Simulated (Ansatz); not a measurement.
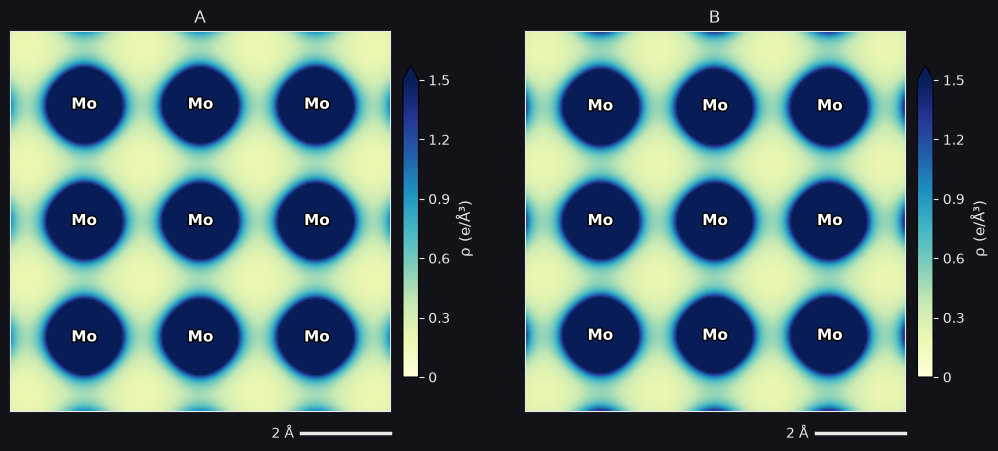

Mo. The valence electron density of two cells that differ in size, on the (010) plane of each (indices in the axes of the calculation cell), at one length scale and on one colour scale: A has 17.7 Å³ an atom and B 17.0.

The calculation used DFT, BLYP, plane waves (420 eV) with PAW, scalar-relativistic in Ansatz.

In a PAW calculation such maps are meaningful between the atoms, not at the nuclei.

**What changes from the larger cell to the smaller?**

From the larger cell to the smaller, Mo–Mo goes from 2.61 to 2.57 Å, and the density at its midpoint from 0.47 to 0.51 e/Å³; the pressure goes from 7 to 16 GPa.
